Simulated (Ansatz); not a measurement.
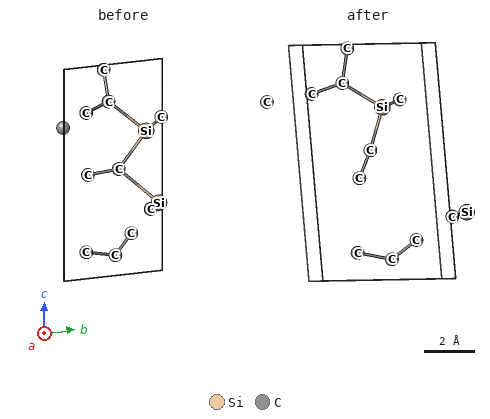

The structure of a crystal of SiC$_{5}$ (a generated structure, set up in P1) (coarse preliminary run) before (left) and after (right) a relaxation, at one scale.

A ball-and-stick model of the cell of the calculation, seen along the a axis.

All numbers below come from DFT PBE, scalar-relativistic, plane waves, PAW (Ansatz). Settings: plane-wave cutoff 420 eV; k-point mesh 4 × 4 × 2; occupations gaussian; smearing width 0.1 eV; no spin polarisation; cell and atoms relaxed; force threshold 0.04 eV/Å; at most 70 steps.

Describe what moved and what it gained.

Answer. Over 25 accepted moves (32 points after the start) the energy falls by 2.932 eV per cell of the calculation. Largest force component: 2.1 eV/Å at the start, 0.03 eV/Å at the end. Pressure: −0.55 GPa at the start and 0.04 GPa at the end. The line search rejected the trial steps at points 3, 10, 13, 28 of the run. The SCF was repeated 3 times at an unchanged geometry on a basis and grid sized afresh for the cell, which shifted the energy by 0.424 eV per cell of the calculation at most. A Si atom moves most relative to the cell: 1.53 Å along [−2 −3 1]. By element the largest moves are Si 1.53 Å, C 1.44 Å. The volume changes by +25.4 %, with a 3.791 → 3.266 Å (−13.8 %), b 4.033 → 5.454 Å (+35.2 %), c 8.642 → 9.658 Å (+11.7 %), α 83.6° → 93.7°, β 88.9° → 89.6°, γ 89.9° → 73.6°. Near-neighbour distances that change, for instance: C–Si 2.119 → 5.332 Å, C–Si 2.141 → 4.753 Å, Si–Si 2.979 → 5.570 Å, C–Si 2.360 → 2.867 Å. Among the angles between lasting bonds that change: Si–C–C 84.2° → 122.0°, Si–C–C 136.4° → 174.2°, C–Si–C 154.6° → 122.0°. The space group stays P1 (No. 1).

Limits of the set-up: the k-point mesh is coarse for a cell with partly filled bands.
